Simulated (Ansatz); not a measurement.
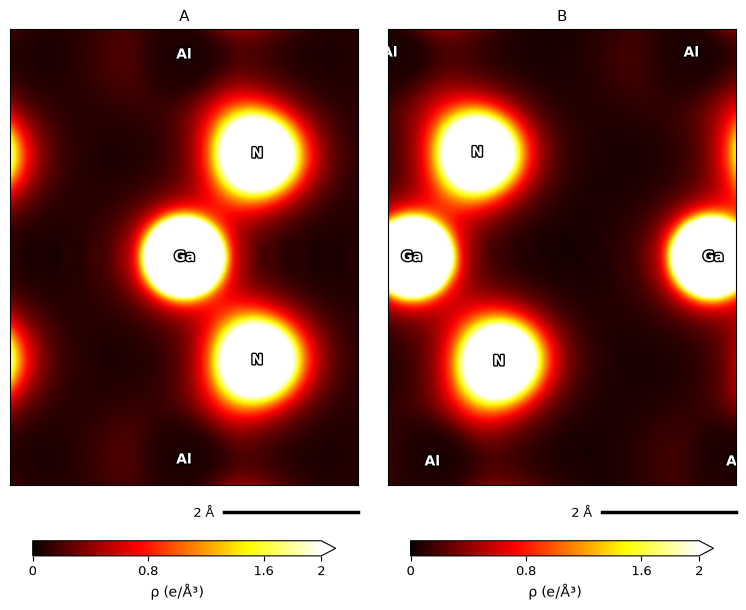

Al$_{3}$GaN$_{4}$. The valence pseudo-density of two cells that differ in size and shape, on the (101̄) plane of each (indices in the axes of the calculation cell), at one length scale and on one colour scale: B has 11.3 Å³ an atom and A 9.8.

These are results of DFT PBEsol, scalar-relativistic, plane waves, PAW in Ansatz, not measurements.

Core electrons are frozen (PAW), and the valence fields are smoothed inside the atomic spheres.

The larger cell:

```
Al Ga N
1.0
     4.49526   -0.16152   -0.16152
    -0.16152    4.49526   -0.16152
    -0.16152   -0.16152    4.49526
Al Ga N
3 1 4
Direct
  0.50000 0.50000 0.00000
  0.50000 0.00000 0.50000
  0.00000 0.50000 0.50000
  0.00000 0.00000 0.00000
  0.74471 0.74471 0.25529
  0.74471 0.25529 0.74471
  0.25529 0.74471 0.74471
  0.25529 0.25529 0.25529
```

The smaller cell: a = 4.275 Å, b = 4.275 Å, c = 4.275 Å, α = 90.00°, β = 90.00°, γ = 90.00°.

Q: What changes from the larger cell to the smaller?

A: From the larger cell to the smaller, Ga–N goes from 1.84 to 1.89 Å, and the density at its midpoint from 0.91 to 0.82 e/Å³; Al–N goes from 1.79 to 1.84 Å, and the density at its midpoint from 0.82 to 0.75 e/Å³; the pressure goes from −7 to 22 GPa; the Kohn–Sham gap goes from 2.5 eV to 3.4 eV.
